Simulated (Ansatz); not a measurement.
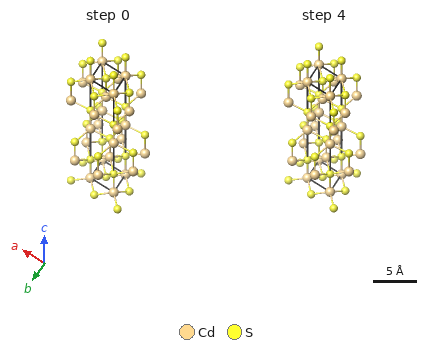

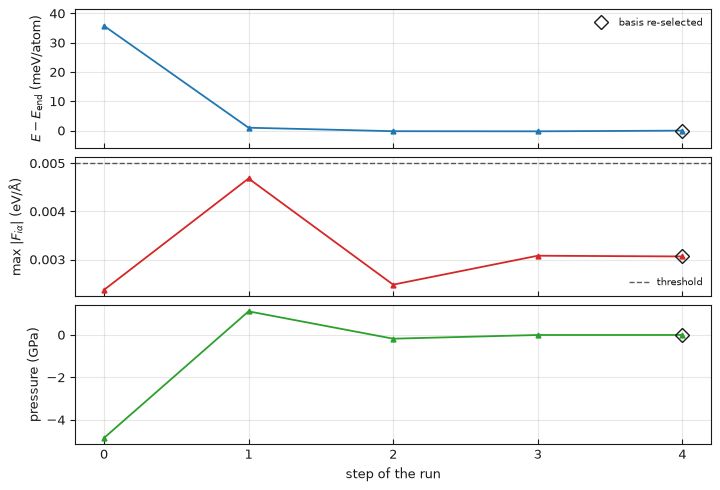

First and last geometry of a relaxation of crystalline CdS (built on the 4H polytype type), with the history of the run. Style: ball-and-stick. Shown: the cell of the calculation, from a free direction.

Theory: Ansatz, DFT, LDA, plane waves, PAW.

The input:
```yaml
crystal:
  lattice:
    - [4.1935380944, 0.0, 0.0]
    - [-2.0967690472, 3.6317105215, 0.0]
    - [0.0, 0.0, 13.6707101065]
  atoms:
    - { symbol: Cd, position: [0.0, 0.0, -0.0002848376] }
    - { symbol: Cd, position: [0.3333333333, 0.6666666667, 0.249923096] }
    - { symbol: Cd, position: [0.0, 0.0, 0.4997151624] }
    - { symbol: Cd, position: [0.6666666667, 0.3333333333, 0.749923096] }
    - { symbol: S, position: [0.0, 0.0, 0.1875909589] }
    - { symbol: S, position: [0.3333333333, 0.6666666667, 0.4377707828] }
    - { symbol: S, position: [0.0, 0.0, 0.6875909589] }
    - { symbol: S, position: [0.6666666667, 0.3333333333, 0.9377707828] }
kpoints:
  mp_grid: { grid: [6, 6, 2] }
hamiltonian:
  xc: lda
scf:
  occupations: { method: fermi_dirac, width: 0.02 }
relax:
  f_tol: 0.005
  cell: {}
output:
  write_density: true
  write_potential: true
  elf: true
  volumetric_format: npy
```

Launched with:
```bash
ansatz run input.yaml --threads 4 --pin off --max-ram 7372MiB --backend cpu --events-out ev --progress --plain --runs-dir out
```

Read the history and describe the run.

It converged. After 3 accepted moves (4 points after the start) the energy has fallen by 35.8 meV per atom. Largest force component: 0.0024 eV/Å at the start, 0.0031 eV/Å at the end. Pressure: −4.85 GPa at the start and 0.00 GPa at the end. The SCF was repeated once at an unchanged geometry on a basis and grid sized afresh for the cell, which shifted the energy by 0.2 meV per atom at most. The atoms keep their places relative to the cell (all moves are under 0.005 Å). Cell: a = b 4.194 → 4.072 Å (−2.9 %), c 13.671 → 13.284 Å (−2.8 %). Volume −8.4 %. Near-neighbour distances that change, for instance: Cd1–S5 2.568 → 2.493 Å, Cd1–S8 2.565 → 2.492 Å. The space group stays P6_3mc (No. 186).
